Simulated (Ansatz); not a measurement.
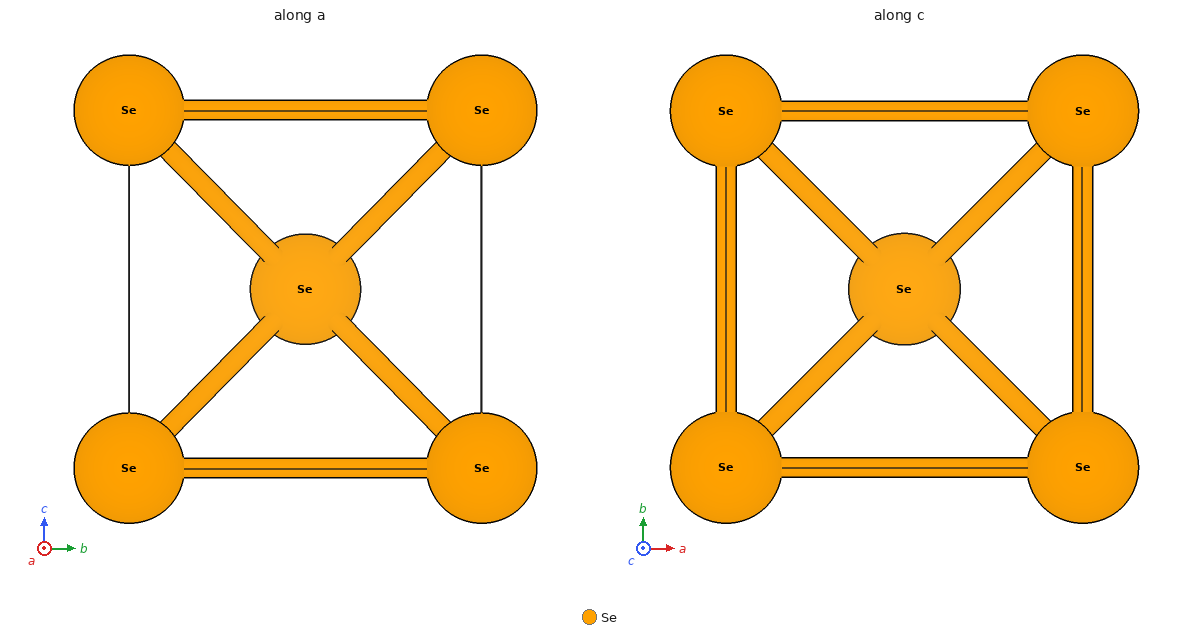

The figure gives a ball-and-stick picture of the atoms, viewed along the a axis and along the c axis. Thin lines show the drawn cell (a repeat of the simulation cell), with boundary atoms drawn in all their periodic places.

Se, a = 3.36 Å, b = 3.36 Å, c = 3.41 Å, α = 90.00°, β = 90.00°, γ = 90.00°.

Run with Ansatz, DFT LDA, scalar-relativistic, plane waves, PAW and these settings: a kinetic-energy cutoff of 420 eV, k-points about 0.13 Å⁻¹ apart, Gaussian smearing of 0.15 eV, no spin polarisation.

What does the calculation say: metal or gapped?

A metal: bands cross the Fermi level.

Would the cell expand or shrink if it could?

The computed pressure is -1.1 GPa (stretched: it would shrink). The stress isn't hydrostatic: its largest component is 1.9 GPa.

The structure comes from a structure listed in the Materials Project. The cell was then strained or its atoms displaced on purpose. An electronic-structure calculation with Ansatz was run on it.
